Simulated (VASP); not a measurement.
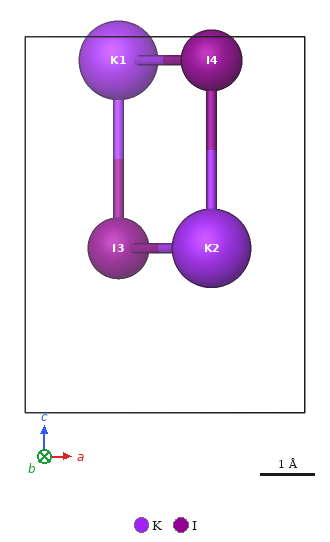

The input geometry (ball-and-stick view of the cell of the calculation, along the b axis; atoms are numbered from 1 in the order of the input). An atom can appear more than once, as a periodic image. Near neighbours in the periodic cell (some may lie outside the picture): K has 5 I at 3.49 to 3.52 Å; I has 5 K at 3.49 to 3.52 Å.

## Band-structure calculation, with input and output: KI

System: KI (P6₃/mmc, 4 atoms in the cell).
Method: DFT, PBE, plane waves, PAW (VASP 6.6.1).

The structure was built on a prototype by a generator. The geometry comes from this level: r2SCAN (a point of a series of strains).

### INCAR
```
ENCUT = 520.000000
SIGMA = 0.020000
EDIFF = 1.00e-07
GGA = PE
PREC = Accurate
IBRION = -1
ISIF = 2
ISMEAR = -1
NBANDS = 24
NELM = 120
NSW = 0
LASPH = .TRUE.
LCHARG = .FALSE.
LWAVE = .FALSE.
LREAL = .FALSE.
```

### KPOINTS
```
KPOINTS created by Atomic Simulation Environment
0
Gamma
6 6 4
0 0 0
```

### KPOINTS_OPT
```
special points
6
Reciprocal
0.0000000000 0.0000000000 0.0000000000 1
0.5000000000 0.0000000000 0.0000000000 1
0.3333333333 0.3333333333 0.0000000000 1
0.0000000000 0.0000000000 0.5000000000 1
0.5000000000 0.0000000000 0.5000000000 1
0.3333333333 0.3333333333 0.5000000000 1
```

### POSCAR
```
K  I
 1.0000000000000000
     6.0394507886483684    0.0000000000000000    0.0000000000000000
    -3.0197253943241842    5.2303178078754486    0.0000000000000000
     0.0000000000000000    0.0000000000000000    7.0391247712432401
 K   I
   2   2
Cartesian
 -0.0000000000000000  3.4868785385836323 -0.4399452982027024
  3.0197253943241829  1.7434392692918161  3.0796170874189182
 -0.0000000000000000  3.4868785385836323  3.0796170874189182
  3.0197253943241829  1.7434392692918161  6.5991794730405369
```

Launch command:
```bash
mpirun -np 1 vasp_std
```

### OSZICAR
```
N       E                     dE             d eps       ncg     rms          rms(c)
DAV:   1     0.219156337002E+03    0.21916E+03   -0.12826E+04  1008   0.108E+03
DAV:   2     0.903505544691E+01   -0.21012E+03   -0.20146E+03  1256   0.267E+02
DAV:   3    -0.105753467445E+02   -0.19610E+02   -0.19550E+02  1672   0.683E+01
DAV:   4    -0.112221839162E+02   -0.64684E+00   -0.64560E+00  1480   0.135E+01
DAV:   5    -0.112532973113E+02   -0.31113E-01   -0.31113E-01  1536   0.184E+00    0.419E+00
DAV:   6    -0.109744132365E+02    0.27888E+00   -0.33915E-01  1392   0.254E+00    0.300E+00
DAV:   7    -0.109377789557E+02    0.36634E-01   -0.44114E-01  1288   0.245E+00    0.123E+00
DAV:   8    -0.109600233625E+02   -0.22244E-01   -0.56408E-02  1280   0.110E+00    0.195E-01
DAV:   9    -0.109616113642E+02   -0.15880E-02   -0.24404E-03  1336   0.202E-01    0.131E-01
DAV:  10    -0.109650904425E+02   -0.34791E-02   -0.23919E-03  1064   0.211E-01    0.657E-02
DAV:  11    -0.109655076214E+02   -0.41718E-03   -0.31916E-04  1416   0.907E-02    0.267E-02
DAV:  12    -0.109655708295E+02   -0.63208E-04   -0.92362E-05  1312   0.617E-02    0.377E-02
DAV:  13    -0.109655695552E+02    0.12744E-05   -0.78088E-06  1336   0.168E-02    0.175E-02
DAV:  14    -0.109655723797E+02   -0.28245E-05   -0.54756E-06  1368   0.127E-02    0.212E-03
DAV:  15    -0.109655728265E+02   -0.44685E-06   -0.35424E-07  1320   0.308E-03    0.339E-03
DAV:  16    -0.109655730020E+02   -0.17550E-06   -0.96933E-08   992   0.156E-03    0.618E-04
DAV:  17    -0.109655730219E+02   -0.19901E-07   -0.20900E-08   984   0.711E-04
   1 F= -.10965573E+02 E0= -.10965573E+02  d E =-.843754E-13
       N       E                     dE             ncg
DAV:   1     0.719155495386E+03   -0.39103E+04      288
DAV:   2    -0.510113750279E+03   -0.12293E+04      344
DAV:   3    -0.628203632549E+03   -0.11809E+03      480
DAV:   4    -0.632542122850E+03   -0.43385E+01      432
DAV:   5    -0.632726855962E+03   -0.18473E+00      440
DAV:   6    -0.632729071935E+03   -0.22160E-02      408
DAV:   7    -0.632729144923E+03   -0.72987E-04      448
DAV:   8    -0.632729147221E+03   -0.22989E-05      456
DAV:   9    -0.632729147292E+03   -0.70537E-07      312
```

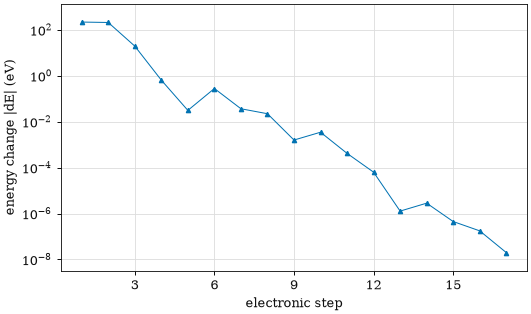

Convergence of the self-consistent field: energy change |dE| against the electronic step. It takes 17 electronic steps. The density is held fixed in the first few steps, and dE rises again when its update begins.

### Parts of OUTCAR
```
k-points           NKPTS =     21   k-points in BZ     NKDIM =     21   number of bands    NBANDS=     24

   NELECT =      32.0000    total number of electrons

   dimension x,y,z NGX =    48 NGY =   48 NGZ =   54
   dimension x,y,z NGXF=    96 NGYF=   96 NGZF=  108

  energy-cutoff  :      520.00
  volume of cell :      222.35
      direct lattice vectors                 reciprocal lattice vectors
     6.039450789  0.000000000  0.000000000     0.165577970  0.095596485  0.000000000
    -3.019725394  5.230317808  0.000000000     0.000000000  0.191192971  0.000000000
     0.000000000  0.000000000  7.039124771     0.000000000  0.000000000  0.142063116

 k-points in reciprocal lattice and weights: KPOINTS created by Atomic Simulation Env
   0.00000000  0.00000000  0.00000000       0.007
   0.16666667  0.00000000  0.00000000       0.042
   0.33333333  0.00000000  0.00000000       0.042
   0.50000000  0.00000000  0.00000000       0.021
   0.16666667  0.16666667  0.00000000       0.042
   0.33333333  0.16666667  0.00000000       0.083
   0.33333333  0.33333333  0.00000000       0.014
   0.00000000  0.00000000  0.25000000       0.014
   0.16666667  0.00000000  0.25000000       0.083
   0.33333333  0.00000000  0.25000000       0.083
   0.50000000  0.00000000  0.25000000       0.042
   0.16666667  0.16666667  0.25000000       0.083
   0.33333333  0.16666667  0.25000000       0.167
   0.33333333  0.33333333  0.25000000       0.028
   0.00000000  0.00000000  0.50000000       0.007
   0.16666667  0.00000000  0.50000000       0.042
   0.33333333  0.00000000  0.50000000       0.042
   0.50000000  0.00000000  0.50000000       0.021
   0.16666667  0.16666667  0.50000000       0.042
   0.33333333  0.16666667  0.50000000       0.083
   0.33333333  0.33333333  0.50000000       0.014

 E-fermi :  -0.9615

 k-point     1 :       0.0000    0.0000    0.0000
  band No.  band energies     occupation
      1     -30.1055      2.00000
      2     -30.1032      2.00000
      3     -13.6204      2.00000
      4     -13.6167      2.00000
      5     -13.6167      2.00000
      6     -13.6017      2.00000
      7     -13.6017      2.00000
      8     -13.5832      2.00000
      9     -11.8696      2.00000
     10     -11.7510      2.00000
     11      -2.2900      2.00000
     12      -2.0135      2.00000
     13      -2.0135      2.00000
     14      -1.7577      2.00000
     15      -1.7577      2.00000
     16      -1.4723      2.00000
     17       2.3133      0.00000
     18       4.3074      0.00000
     19       4.8744      0.00000
     20       4.8744      0.00000
     21       5.5803      0.00000
     22       5.5803      0.00000
     23       5.5862      0.00000
     24       6.6666      0.00000

 k-point     2 :       0.1667    0.0000    0.0000
  band No.  band energies     occupation
      1     -30.1053      2.00000
      2     -30.1033      2.00000
      3     -13.6267      2.00000
      4     -13.6180      2.00000
      5     -13.6178      2.00000
      6     -13.6135      2.00000
      7     -13.6017      2.00000
      8     -13.5852      2.00000
      9     -11.8450      2.00000
     10     -11.7407      2.00000
     11      -2.2469      2.00000
     12      -2.0700      2.00000
     13      -2.0328      2.00000
     14      -1.8320      2.00000
     15      -1.7221      2.00000
     16      -1.5285      2.00000
     17       2.6561      0.00000
     18       4.5650      0.00000
     19       4.7089      0.00000
     20       4.8020      0.00000
     21       4.9795      0.00000
     22       5.6454      0.00000
     23       5.8474      0.00000
     24       6.0491      0.00000

 k-point     3 :       0.3333    0.0000    0.0000
  band No.  band energies     occupation
      1     -30.1049      2.00000
      2     -30.1036      2.00000
      3     -13.6463      2.00000
      4     -13.6363      2.00000
      5     -13.6200      2.00000
      6     -13.6121      2.00000
      7     -13.6018      2.00000
      8     -13.5906      2.00000
      9     -11.7924      2.00000
     10     -11.7247      2.00000
     11      -2.1939      2.00000
     12      -2.1326      2.00000
     13      -2.0610      2.00000
     14      -1.9394      2.00000
     15      -1.6684      2.00000
     16      -1.6613      2.00000
     17       3.4409      0.00000
     18       4.2760      0.00000
     19       4.4667      0.00000
     20       4.5171      0.00000
     21       5.1270      0.00000
     22       5.7718      0.00000
     23       5.7798      0.00000
     24       6.2041      0.00000

 k-point     4 :       0.5000    0.0000    0.0000
  band No.  band energies     occupation
      1     -30.1046      2.00000
      2     -30.1038      2.00000
      3     -13.6559      2.00000
      4     -13.6473      2.00000
      5     -13.6210      2.00000
      6     -13.6074      2.00000
      7     -13.6018      2.00000
      8     -13.5950      2.00000
      9     -11.7611      2.00000
     10     -11.7222      2.00000
     11      -2.2578      2.00000
     12      -2.0720      2.00000
     13      -2.0363      2.00000
     14      -1.9791      2.00000
     15      -1.7771      2.00000
     16      -1.6340      2.00000
     17       3.8644      0.00000
     18       4.1256      0.00000
     19       4.3660      0.00000
     20       4.3700      0.00000
     21       5.1036      0.00000
     22       5.8485      0.00000
     23       5.9444      0.00000
     24       6.4667      0.00000

 k-point     5 :       0.1667    0.1667    0.0000
  band No.  band energies     occupation
      1     -30.1050      2.00000
      2     -30.1035      2.00000
      3     -13.6406      2.00000
      4     -13.6311      2.00000
      5     -13.6197      2.00000
      6     -13.6138      2.00000
      7     -13.6020      2.00000
      8     -13.5890      2.00000
      9     -11.8062      2.00000
     10     -11.7279      2.00000
     11      -2.1669      2.00000
     12      -2.1138      2.00000
     13      -2.1104      2.00000
     14      -1.9025      2.00000
     15      -1.6841      2.00000
     16      -1.6276      2.00000
     17       3.2259      0.00000
     18       4.2957      0.00000
     19       4.4478      0.00000
     20       4.9366      0.00000
     21       4.9508      0.00000
     22       5.7580      0.00000
     23       5.8743      0.00000
     24       5.9416      0.00000

 [... the levels of 15 k-points are left out ...]

 k-point    21 :       0.3333    0.3333    0.5000
  band No.  band energies     occupation
      1     -30.1042      2.00000
      2     -30.1042      2.00000
      3     -13.6957      2.00000
      4     -13.6957      2.00000
      5     -13.6135      2.00000
      6     -13.6135      2.00000
      7     -13.5871      2.00000
      8     -13.5871      2.00000
      9     -11.6784      2.00000
     10     -11.6784      2.00000
     11      -2.4707      2.00000
     12      -2.4707      2.00000
     13      -1.9666      2.00000
     14      -1.9666      2.00000
     15      -1.6836      2.00000
     16      -1.6836      2.00000
     17       4.1649      0.00000
     18       4.1649      0.00000
     19       5.0150      0.00000
     20       5.0150      0.00000
     21       5.7948      0.00000
     22       5.7948      0.00000
     23       6.1034      0.00000
     24       6.1034      0.00000

  Total        0.3278809      0.3278809      0.4674491     -0.0000000      0.0000000      0.0000000
  in kB        2.3625584      2.3625584      3.3682222     -0.0000000      0.0000000      0.0000000
  external PRESSURE =       2.6977797 kB  Pullay stress =       0.0000000 kB

 POSITION                                       TOTAL-FORCE (eV/Angst)
 -----------------------------------------------------------------------------------
      0.00000      3.48688      6.59918         0.000000      0.000000      0.000000
      3.01973      1.74344      3.07962         0.000000      0.000000      0.000000
      0.00000      3.48688      3.07962        -0.000000      0.000000     -0.000000
      3.01973      1.74344      6.59918         0.000000     -0.000000     -0.000000
 -----------------------------------------------------------------------------------
    total drift:                                0.000000      0.000000      0.000013

  FREE ENERGIE OF THE ION-ELECTRON SYSTEM (eV)
  ---------------------------------------------------
  free  energy   TOTEN  =       -10.9655730219 eV

  energy  without entropy=      -10.9655730219  energy(sigma->0) =      -10.96557302
```

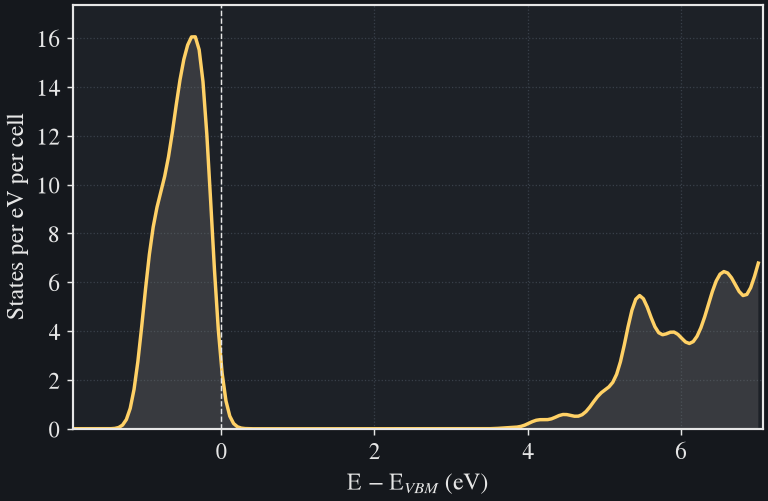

Density of states (the curve is built from the levels of the k mesh with Gaussians 0.3 eV wide, which also blur the band edges), with energies from the valence-band top. There is a gap of 3.79 eV on the k-point mesh. Small ripples come from the finite k-point mesh.

### Summary

```csv
quantity,value
outcome,converged
space group (tolerance 0.01 Å),P6₃/mmc (194)
electrons treated,32
free energy,−10.9656 eV
Fermi energy,−0.962 eV
band gap,3.79 eV
pressure,0.27 GPa
largest force (length of the vector),under 0.001 eV/Å
hardware,"1 CPU thread, shared host"
wall time,2.4 min
peak memory,0.45 GiB
```

### Notes

Spin-orbit coupling is left out, which matters for I.
